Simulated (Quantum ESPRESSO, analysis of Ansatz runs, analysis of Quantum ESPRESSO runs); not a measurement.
# Reproducing a measured local vibrational mode: Li-H pair in ZnO (Quantum ESPRESSO), part 2 of 2

Subject: Li-H pair in ZnO. Wanted: its local vibrational mode, in one set-up (PBE, GBRV 1.5 PBE, 72-site cell, PBE lattice, k: the zone centre alone, anharmonic cut along the mode). The model is a cell of 72 host atoms with Li put on another atom's site and H put in between. The frequencies come from force constants among the defect atom and its neighbours, with the masses of the isotopes named.

Quantum ESPRESSO 7.5; PBE, GBRV 1.5 PBE, 72-site cell, PBE lattice, k: the zone centre alone, anharmonic cut along the mode.

So far. Step 2 (Relaxation, charge 0): Neighbours of the added atoms: H73: O39 0.98, Li38 2.06, Zn61 2.50 Å.

## 3. Atom Zn29 moved by 0.015 A along x

Force constants come from the forces after small displacements. One such run is shown.

This step: Quantum ESPRESSO plane-wave DFT, PBE, GBRV 1.5 PBE potentials; single point of a defect supercell.

Contents of pw.in:

```
&CONTROL
  calculation = 'scf'
  prefix = 'pwscf'
  outdir = './tmp'
  pseudo_dir = './pseudo'
  tprnfor = .true.
  disk_io = 'low'
/
&SYSTEM
  ibrav = 0
  nat = 73
  ntyp = 4
  ecutwfc = 45
  ecutrho = 360
  nbnd = 464
  occupations = 'smearing'
  smearing = 'fd'
  degauss = 0.00073499
  nosym = .true.
/
&ELECTRONS
  conv_thr = 1d-10
  electron_maxstep = 100
  mixing_beta = 0.5
/
ATOMIC_SPECIES
Zn    65.3800 zn_pbe_v1.uspp.F.UPF
O     15.9990 o_pbe_v1.2.uspp.F.UPF
Li     6.9400 li_pbe_v1.4.uspp.F.UPF
H      1.0080 h_pbe_v1.4.uspp.F.UPF
CELL_PARAMETERS angstrom
   9.8424224608    0.0000000000    0.0000000000
  -4.9212112304    8.5237879669    0.0000000000
   0.0000000000    0.0000000000   10.5930620368
ATOMIC_POSITIONS crystal
Zn     0.1103004977    0.2220847032    0.2517696645
Zn     0.2198280331    0.1099917459    0.0008488151
[... 25 atom lines left out ...]
O      0.4448570870    0.2236985440    0.4374798567
Zn     0.4396226741    0.2096979463    0.7571778236
Zn     0.5537236292    0.1149320940    0.4983383999
[... 5 atom lines left out ...]
O      0.4446838625    0.5552425996    0.4372681402
Zn     0.4382850212    0.5619534198    0.7568668453
Li     0.5548162239    0.4445618096    0.4194537890
O      0.5559374452    0.4446026274    0.7070317666
[... 20 atom lines left out ...]
O      0.7757720482    0.5548627542    0.4377062803
Zn     0.7907979592    0.5622539455    0.7575426520
Zn     0.8848779916    0.4462302530    0.4983900143
[... 7 atom lines left out ...]
Zn     0.8849755792    0.7726173310    0.4984289206
[... 2 atom lines left out ...]
H      0.5570751485    0.4446860944    0.6143267262
K_POINTS gamma
```

The run is started by

```bash
$ OMP_NUM_THREADS=1 pw.x -in pw.in > pw.out
```

The log of the run:

```text
[shortened: banners, details of potentials and solvers, and blank lines are left out]
[banner, memory and clock lines left out]
     gamma-point specific algorithms are used
     G-vector sticks info
     bravais-lattice index     =            0
     lattice parameter (alat)  =      18.5995  a.u.
     unit-cell volume          =    5997.2583 (a.u.)^3
     number of atoms/cell      =           73
     number of atomic types    =            4
     number of electrons       =       920.00
     number of Kohn-Sham states=          464
     kinetic-energy cutoff     =      45.0000  Ry
     charge density cutoff     =     360.0000  Ry
     scf convergence threshold =      1.0E-10
     mixing beta               =       0.5000
     number of iterations used =            8  plain     mixing
     Exchange-correlation=  SLA  PW   PBX  PBC
                           (   1   4   3   4   0   0   0)
     crystal axes: (cart. coord. in units of alat)
               a(1) = (   1.000000   0.000000   0.000000 )
               a(2) = (  -0.500000   0.866025   0.000000 )
               a(3) = (   0.000000   0.000000   1.076266 )
     PseudoPot. # 1 for Zn read from file:
     zn_pbe_v1.uspp.F.UPF
     Pseudo is Ultrasoft, Zval = 20.0
[...]
PseudoPot. # 2 for O  read from file:
     o_pbe_v1.2.uspp.F.UPF
     Pseudo is Ultrasoft + core correction, Zval =  6.0
[...]
PseudoPot. # 3 for Li read from file:
     li_pbe_v1.4.uspp.F.UPF
     Pseudo is Ultrasoft, Zval =  3.0
     PseudoPot. # 4 for H  read from file:
     h_pbe_v1.4.uspp.F.UPF
     Pseudo is Ultrasoft, Zval =  1.0
     atomic species   valence    mass     pseudopotential
     Zn               20.00    65.38000     Zn( 1.00)
     O                 6.00    15.99900     O ( 1.00)
     Li                3.00     6.94000     Li( 1.00)
     H                 1.00     1.00800     H ( 1.00)
     No symmetry found
     site n.     atom                  positions (alat units)
         1        Zn     tau(   1) = (  -0.0007419   0.1923310   0.2709711  )
         2        Zn     tau(   2) = (   0.1648322   0.0952556   0.0009136  )
         3        O      tau(   3) = (   0.1647453   0.0952037   0.2033128  )
         4        O      tau(   4) = (  -0.0003764   0.1925303   0.4739020  )
[...]
number of k points=     1  Fermi-Dirac smearing, width (Ry)=  0.0007
                       cart. coord. in units 2pi/alat
        k(    1) = (   0.0000000   0.0000000   0.0000000), wk =   2.0000000
     Dense  grid:   345955 G-vectors     FFT dimensions: ( 120, 120, 125)
     Smooth grid:   122344 G-vectors     FFT dimensions: (  80,  80,  90)
     Check: negative core charge=   -0.000002
     starting charge     919.5443, renormalised to     920.0000
     Self-consistent Calculation
     iteration #  1     ecut=    45.00 Ry     beta= 0.50
     total energy              =  -17328.51215868 Ry
     estimated scf accuracy    <      17.19196806 Ry
     iteration #  2     ecut=    45.00 Ry     beta= 0.50
     total energy              =  -17333.43474080 Ry
     estimated scf accuracy    <       8.22400216 Ry
     iteration #  3     ecut=    45.00 Ry     beta= 0.50
     total energy              =  -17334.91377921 Ry
     estimated scf accuracy    <       0.48761552 Ry
[...]
estimated scf accuracy    <          8.1E-09 Ry
     iteration # 14     ecut=    45.00 Ry     beta= 0.50
     total energy              =  -17334.98625823 Ry
     estimated scf accuracy    <          2.8E-09 Ry
     iteration # 15     ecut=    45.00 Ry     beta= 0.50
     total energy              =  -17334.98625823 Ry
     estimated scf accuracy    <          3.0E-10 Ry
     iteration # 16     ecut=    45.00 Ry     beta= 0.50
     End of self-consistent calculation
          k = 0.0000 0.0000 0.0000 ( 15280 PWs)   bands (ev):
  -115.6002-115.5985-115.5972-115.4585-115.3887-115.3809-115.3758-115.3744
  -115.3730-115.3727-115.3720-115.3716-115.3693-115.3679-115.3614-115.3590
  -115.3588-115.3490-115.3325-115.3321-115.3305-115.3288-115.3277-115.3269
  -115.3213-115.3201-115.3195-115.2644-115.2483-115.1979-115.1936-115.1911
  -115.1906-115.1884-115.1828 -69.8398 -69.8376 -69.8359 -69.7746 -69.7746
   -69.7737 -69.7724 -69.7709 -69.7707 -69.6556 -69.6555 -69.6515 -69.5872
   -69.5861 -69.5807 -69.5795 -69.5780 -69.5775 -69.5763 -69.5743 -69.5738
   -69.5731 -69.5729 -69.5714 -69.5706 -69.5697 -69.5694 -69.5685 -69.5680
   -69.5675 -69.5671 -69.5671 -69.5658 -69.5657 -69.5655 -69.5650 -69.5646
[...]
the Fermi energy is     8.5555 ev
!    total energy              =  -17334.98625823 Ry
     estimated scf accuracy    <          3.9E-11 Ry
     smearing contrib. (-TS)   =      -0.00000000 Ry
     internal energy E=F+TS    =  -17334.98625823 Ry
     The total energy is F=E-TS. E is the sum of the following terms:
     one-electron contribution =  -14530.05921889 Ry
     hartree contribution      =    7629.73808662 Ry
     xc contribution           =   -1747.47169679 Ry
     ewald contribution        =   -8687.19342918 Ry
     convergence has been achieved in  16 iterations
     Forces acting on atoms (cartesian axes, Ry/au):
     atom    1 type  1   force =     0.00008105    0.00002978    0.00000713
     atom    2 type  1   force =     0.00003221    0.00015738   -0.00031292
     atom    3 type  2   force =     0.00000939   -0.00002088   -0.00000443
     atom    4 type  2   force =    -0.00015330    0.00007951   -0.00022307
[...]
Total force =     0.008109     Total SCF correction =     0.000019
```

Run time: 8.7 min. Hardware: 1 thread of Arm Neoverse V2, shared host; peak memory 2.1 GiB.

## 4. Local vibrational modes

Analysis of the runs above: force constants by central differences of Quantum ESPRESSO plane-wave DFT, PBE, GBRV 1.5 PBE potentials forces among the atoms nearest to a defect, the others at rest.

The modes with the largest weight on the probed atoms (the light atom of a pair), for the masses of each isotope. Modes of the displaced atoms (local only where they lie over the host's phonons):

```csv
isotopes,mode (cm⁻¹),share of the defect atoms
H,3778,0.944
H,657.8,0.825
H,655.6,0.823
D,2747,0.892
D,526.4,0.345
D,330.7,0.347
```

## 5. Point 1 along the mode

A light atom samples the curved part of its well, so the energy is mapped along the mode and the one-dimensional Schrödinger equation solved on it.

This step: Quantum ESPRESSO plane-wave DFT, PBE, GBRV 1.5 PBE potentials; single point of a defect supercell.

pw.in: that of step 3 with these lines changed.

```diff
@@ -21,3 +21,3 @@
 &ELECTRONS
-  conv_thr = 1d-10
+  conv_thr = 7d-08
   electron_maxstep = 100
@@ -39,3 +39,3 @@
 O      0.4448570870    0.2236985440    0.4374798567
-Zn     0.4396226741    0.2096979463    0.7571778236
+Zn     0.4381002867    0.2097011722    0.7571757588
 Zn     0.5537236292    0.1149320940    0.4983383999
@@ -44,7 +44,7 @@
 Zn     0.4382850212    0.5619534198    0.7568668453
-Li     0.5548162239    0.4445618096    0.4194537890
-O      0.5559374452    0.4446026274    0.7070317666
+Li     0.5548141150    0.4445616824    0.4193627460
+O      0.5559565849    0.4446040302    0.7054455306
 [... 20 atom lines left out ...]
 O      0.7757720482    0.5548627542    0.4377062803
-Zn     0.7907979592    0.5622539455    0.7575426520
+Zn     0.7907946560    0.5622522862    0.7575405585
 Zn     0.8848779916    0.4462302530    0.4983900143
@@ -53,3 +53,3 @@
 [... 2 atom lines left out ...]
-H      0.5570751485    0.4446860944    0.6143267262
+H      0.5567965014    0.4446657290    0.6402146150
 K_POINTS gamma
```

The log of the run:

```text
[shortened: banners, details of potentials and solvers, and blank lines are left out]
[banner, memory and clock lines left out]
     gamma-point specific algorithms are used
     G-vector sticks info
     bravais-lattice index     =            0
     lattice parameter (alat)  =      18.5995  a.u.
     unit-cell volume          =    5997.2583 (a.u.)^3
     number of atoms/cell      =           73
     number of atomic types    =            4
     number of electrons       =       920.00
     number of Kohn-Sham states=          464
     kinetic-energy cutoff     =      45.0000  Ry
     charge density cutoff     =     360.0000  Ry
     scf convergence threshold =      7.0E-08
     mixing beta               =       0.5000
     number of iterations used =            8  plain     mixing
     Exchange-correlation=  SLA  PW   PBX  PBC
                           (   1   4   3   4   0   0   0)
     crystal axes: (cart. coord. in units of alat)
               a(1) = (   1.000000   0.000000   0.000000 )
               a(2) = (  -0.500000   0.866025   0.000000 )
               a(3) = (   0.000000   0.000000   1.076266 )
     PseudoPot. # 1 for Zn read from file:
     zn_pbe_v1.uspp.F.UPF
     Pseudo is Ultrasoft, Zval = 20.0
[...]
PseudoPot. # 2 for O  read from file:
     o_pbe_v1.2.uspp.F.UPF
     Pseudo is Ultrasoft + core correction, Zval =  6.0
[...]
PseudoPot. # 3 for Li read from file:
     li_pbe_v1.4.uspp.F.UPF
     Pseudo is Ultrasoft, Zval =  3.0
     PseudoPot. # 4 for H  read from file:
     h_pbe_v1.4.uspp.F.UPF
     Pseudo is Ultrasoft, Zval =  1.0
     atomic species   valence    mass     pseudopotential
     Zn               20.00    65.38000     Zn( 1.00)
     O                 6.00    15.99900     O ( 1.00)
     Li                3.00     6.94000     Li( 1.00)
     H                 1.00     1.00800     H ( 1.00)
     No symmetry found
     site n.     atom                  positions (alat units)
         1        Zn     tau(   1) = (  -0.0007419   0.1923310   0.2709711  )
         2        Zn     tau(   2) = (   0.1648322   0.0952556   0.0009136  )
         3        O      tau(   3) = (   0.1647453   0.0952037   0.2033128  )
         4        O      tau(   4) = (  -0.0003764   0.1925303   0.4739020  )
[...]
number of k points=     1  Fermi-Dirac smearing, width (Ry)=  0.0007
                       cart. coord. in units 2pi/alat
        k(    1) = (   0.0000000   0.0000000   0.0000000), wk =   2.0000000
     Dense  grid:   345955 G-vectors     FFT dimensions: ( 120, 120, 125)
     Smooth grid:   122344 G-vectors     FFT dimensions: (  80,  80,  90)
     Check: negative core charge=   -0.000002
     starting charge     919.5443, renormalised to     920.0000
     Self-consistent Calculation
     iteration #  1     ecut=    45.00 Ry     beta= 0.50
     total energy              =  -17328.06550385 Ry
     estimated scf accuracy    <      17.55052727 Ry
     iteration #  2     ecut=    45.00 Ry     beta= 0.50
     total energy              =  -17333.04566395 Ry
     estimated scf accuracy    <       8.33539480 Ry
     iteration #  3     ecut=    45.00 Ry     beta= 0.50
     total energy              =  -17334.56206448 Ry
     estimated scf accuracy    <       0.55018312 Ry
[...]
estimated scf accuracy    <       0.00002851 Ry
     iteration # 10     ecut=    45.00 Ry     beta= 0.50
     total energy              =  -17334.63751033 Ry
     estimated scf accuracy    <       0.00000125 Ry
     iteration # 11     ecut=    45.00 Ry     beta= 0.50
     total energy              =  -17334.63751059 Ry
     estimated scf accuracy    <       0.00000099 Ry
     iteration # 12     ecut=    45.00 Ry     beta= 0.50
     End of self-consistent calculation
          k = 0.0000 0.0000 0.0000 ( 15280 PWs)   bands (ev):
  -115.6665-115.6654-115.6651-115.4691-115.3996-115.3994-115.3989-115.3811
  -115.3810-115.3806-115.3806-115.3805-115.3804-115.3777-115.3775-115.3771
  -115.3685-115.3666-115.3280-115.3275-115.3273-115.3177-115.3170-115.3170
  -115.3116-115.3114-115.3114-115.2625-115.2486-115.1832-115.1830-115.1823
  -115.1822-115.1820-115.1818 -69.9098 -69.9079 -69.9076 -69.8384 -69.8383
   -69.8381 -69.8375 -69.8375 -69.8371 -69.6663 -69.6662 -69.6619 -69.5978
   -69.5976 -69.5972 -69.5971 -69.5968 -69.5963 -69.5920 -69.5914 -69.5909
   -69.5830 -69.5824 -69.5824 -69.5822 -69.5819 -69.5817 -69.5772 -69.5770
   -69.5765 -69.5753 -69.5747 -69.5746 -69.5745 -69.5742 -69.5742 -69.5740
[...]
the Fermi energy is     8.5385 ev
!    total energy              =  -17334.63751071 Ry
     estimated scf accuracy    <       0.00000006 Ry
     smearing contrib. (-TS)   =       0.00000000 Ry
     internal energy E=F+TS    =  -17334.63751071 Ry
     The total energy is F=E-TS. E is the sum of the following terms:
     one-electron contribution =  -14533.97723502 Ry
     hartree contribution      =    7631.39735175 Ry
     xc contribution           =   -1747.80501977 Ry
     ewald contribution        =   -8684.25260766 Ry
     convergence has been achieved in  12 iterations
     Forces acting on atoms (cartesian axes, Ry/au):
     atom    1 type  1   force =     0.00024563    0.00011600    0.00008003
     atom    2 type  1   force =    -0.00010005    0.00000961    0.00055101
     atom    3 type  2   force =    -0.00023210   -0.00012625   -0.00053206
     atom    4 type  2   force =    -0.00030342   -0.00011953    0.00019310
[...]
Total force =     2.572073     Total SCF correction =     0.000695
```

Wall time 7.1 min (1 thread); peak memory 2 GiB.

## 6. Anharmonic fundamental

Analysis of the runs above: one-dimensional Schroedinger equation on a polynomial through Quantum ESPRESSO plane-wave DFT, PBE, GBRV 1.5 PBE potentials energies along the local mode.

Table of energy by normal coordinate:

```csv
normal coordinate (amu½ Å),energy (eV)
-0.283,4.75
-0.208,2.03
-0.142,0.777
-0.071,0.159
0.000,0
0.071,0.109
0.142,0.371
0.208,0.689
0.283,1.09
0.359,1.51
```

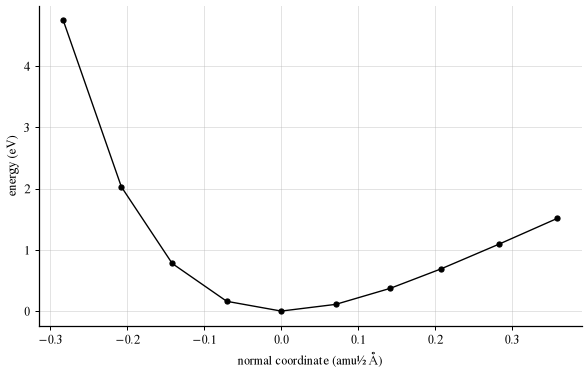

Energy, plotted against normal coordinate.

## 7. Results

```yaml
distance_from_the_defect_atom_to_its_nearest_neighbour: 0.982 Å
o_h_stretch_1h: 3585 cm⁻¹
o_d_stretch_2h: 2638 cm⁻¹
```

In words: O-H stretch, 1H: computed 3585 cm⁻¹, measured 3577.3 cm⁻¹; 8 cm⁻¹ (0 %) above the measurement. O-D stretch, 2H: computed 2638 cm⁻¹, measured 2644.4 cm⁻¹; 6 cm⁻¹ (0 %) below the measurement. The anharmonic cut moves the O-H stretch, 1H from 3778 to 3585 cm⁻¹; a straight cut leaves out the coupling to the other modes. Only the named neighbours move, so modes near the host's band are approximate. Limits: the zone centre alone is a coarse sampling for this cell.

[Logs are printed without paths, hosts, clocks, repeated set-up lines and the standing remarks that a program may print on its own settings, such as how far it seeks lower states.]

[Hosts, paths, dates, database ids (printed as entryN), source tags and the programs' standing remarks are cut or masked in the printed files.]

[For some hosts the program warned that the k-mesh of the response run may be too coarse for force constants and the static dielectric constant; such warnings are not shown here.]
